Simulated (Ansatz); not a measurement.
Structure (in its standard cell), the input geometry of an electronic-structure calculation (not necessarily at equilibrium); the starting structure was generated, so it need not be a known form of this composition:

```
Cd
1.0
     5.70634    0.00000    0.00000
     0.00000    5.70634    0.00000
     0.00000    0.00000    5.70634
Cd
8
Direct
  0.00000 0.00000 0.00000
  0.50000 0.50000 0.50000
  0.25000 0.00000 0.50000
  0.75000 0.00000 0.50000
  0.50000 0.25000 0.00000
  0.50000 0.75000 0.00000
  0.00000 0.50000 0.25000
  0.00000 0.50000 0.75000
```

What does the kinematic electron diffraction pattern along [211] look like at 100 kV (B = 0.8 Å²)?

Answer. The spots form a rectangular net whose two shortest vectors correspond to d = 4.03 Å and 3.29 Å, 90.0° apart. They are 0 1 -1 (itself too weak to see) and -1 1 1 (itself extinct). The pattern has symmetry 2mm. A glide plane extinguishes reflections such as 1 -1 -1, 1 -3 1, 1 1 -3; reflections such as 0 1 -1, 0 2 -2, 0 3 -3 are allowed but too weak to see at this display level.

Strongest reflections with d > 1.21 Å, one of each family (|F|² from tabulated Gaussian fits of the electron scattering factors, times a small damping for the curvature of the Ewald sphere):

```json
{"hkl": "1 0 -2", "d (Å)": "2.552", "I (strongest = 100)": "100"}
{"hkl": "2 -2 -2", "d (Å)": "1.647", "I (strongest = 100)": "46"}
{"hkl": "2 -1 -3", "d (Å)": "1.525", "I (strongest = 100)": "38"}
{"hkl": "2 0 -4", "d (Å)": "1.276", "I (strongest = 100)": "24"}
{"hkl": "1 2 -4", "d (Å)": "1.245", "I (strongest = 100)": "23"}
```

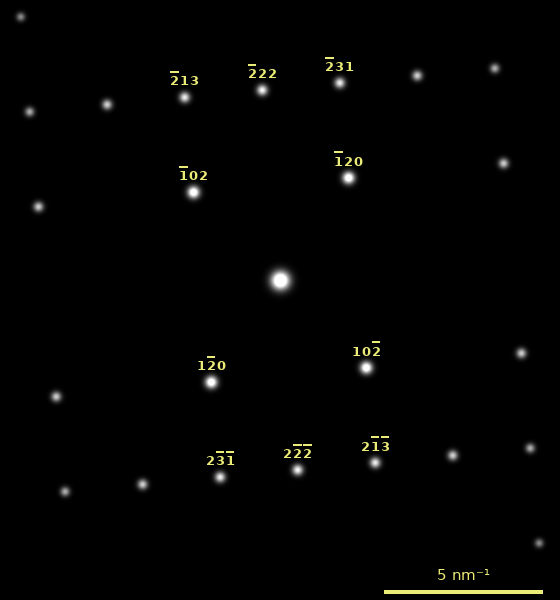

Calculated pattern, seen from the source side with [211] pointing towards the source.
